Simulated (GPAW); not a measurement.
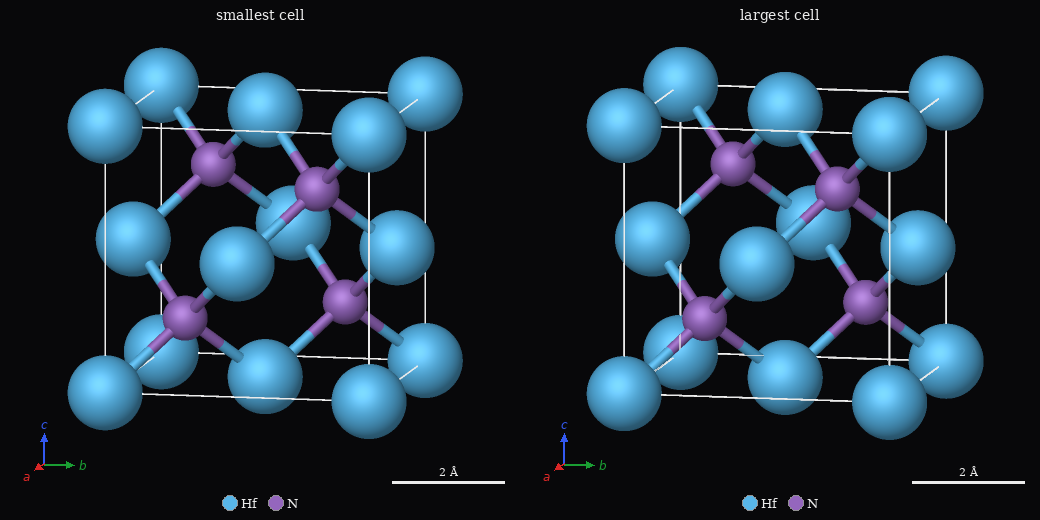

HfN, zinc blende type, space group F-43m (No. 216), relaxed (cell and atoms, zero pressure) with five choices of dispersion term on top of PBEsol; the smallest and the largest of the relaxed conventional cells are drawn to one scale (sticks follow a distance rule). The start was a structure listed in the Materials Project. It needn't be the stable form of this composition.

Alike in all runs: GPAW 26.7.0; functional PBEsol; potentials PAW data sets generated in the run's folder for this functional; cutoff 800 eV; k mesh 9 × 9 × 9 on the run's cell of 2 atoms; occupations fermi-dirac, width 0.05 eV; no spin polarisation; no spin-orbit coupling. All runs are metallic.

```tsv
level	volume (Å³/atom)	a (Å)
D3(BJ)	14.23	4.846
D4	?	?
D3	14.26	4.850
none	14.48	4.874
D3(BJ)-ATM	14.26	4.850
```

> Fill in the row of D4.

Volume 14.34 Å³/atom; a 4.859 Å. That is between D3(BJ)-ATM and none in volume.

> Order the levels by the relaxed volume, smallest first.

D3(BJ) (14.23 Å³/atom), D3 and D3(BJ)-ATM (14.26 Å³/atom), D4 (14.34 Å³/atom), none (14.48 Å³/atom). Rows within a few tenths of a per cent can't be told apart.

Caveat: later steps reuse the first step's grids; pairwise dispersion terms can overbind metals strongly; spin-orbit coupling is left out, which matters for Hf, if less for volumes and forces than for levels.
